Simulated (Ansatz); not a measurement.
```yaml
crystal:
  lattice:
    - [0.00000, -3.74479, 3.74479]
    - [3.74479, -3.74479, 0.00000]
    - [3.74479, 0.00000, 3.74479]
  atoms:
    - { symbol: Sn, position: [0.00000, 0.00000, 0.00000] }
    - { symbol: Sn, position: [0.25000, 0.25000, 0.25000] }
    - { symbol: Sn, position: [0.50000, 0.50000, 0.50000] }
    - { symbol: Sn, position: [0.75000, 0.75000, 0.75000] }
```

Space group Im-3m; a structure from a database of computed crystals, not necessarily the ambient phase.

Method: DFT PBEsol, scalar-relativistic, plane waves, PAW in Ansatz.

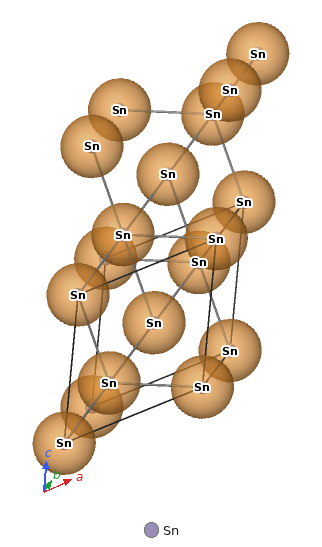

Sn. Isosurface of the valence charge density (pseudo) at 0.4 e/Å³ (orange), seen slightly off an axis. Sticks mark near contacts.

In a PAW calculation such maps are meaningful between the atoms, not at the nuclei.

> Which contacts does the surface bridge?

At this value the density breaks into separate islands; it holds about 75 % of the electrons treated as valence (semicore included). It bridges none of the near contacts. It is pinched off along the sampled Sn–Sn (3.24 Å) contacts. On the grid the lowest density along these lines, outside the cores, is 0.17 e/Å³ (Sn–Sn, 3.24 Å).
